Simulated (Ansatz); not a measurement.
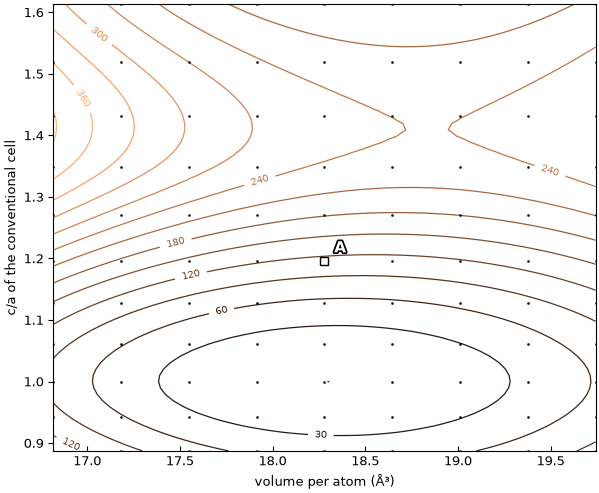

Ta (Im-3m, No. 229; 1 atom in the cell). The energy is mapped over volume and the cell's shape. The first coordinate is: volume per atom; the second: c/a of the conventional cell. Nothing is relaxed (symmetry fixes all fractional coordinates). The scan uses a 9 × 11 grid. Points are written as (first, second). All energies are given in meV/atom relative to the lowest grid point. The calculation used Ansatz 0.2.0, DFT PBE, scalar-relativistic, plane waves, PAW. Settings: cutoff 420 eV, k-mesh 20×20×20, gaussian smearing 0.15 eV, no spin polarisation.

In the figure: contour lines labelled in meV/atom, dots at the grid points, the point A. Between grid points the surface is interpolated.

Is A at rest? If not, where is it pushed?

Answer. A, at (18.280 Å³, 1.196), is not a stationary point. The computed force is 16 meV/atom for each Å³ towards larger values of volume per atom and 920 meV/atom for each unit towards smaller values of c/a of the conventional cell.

PAW datasets: the set soft_1.
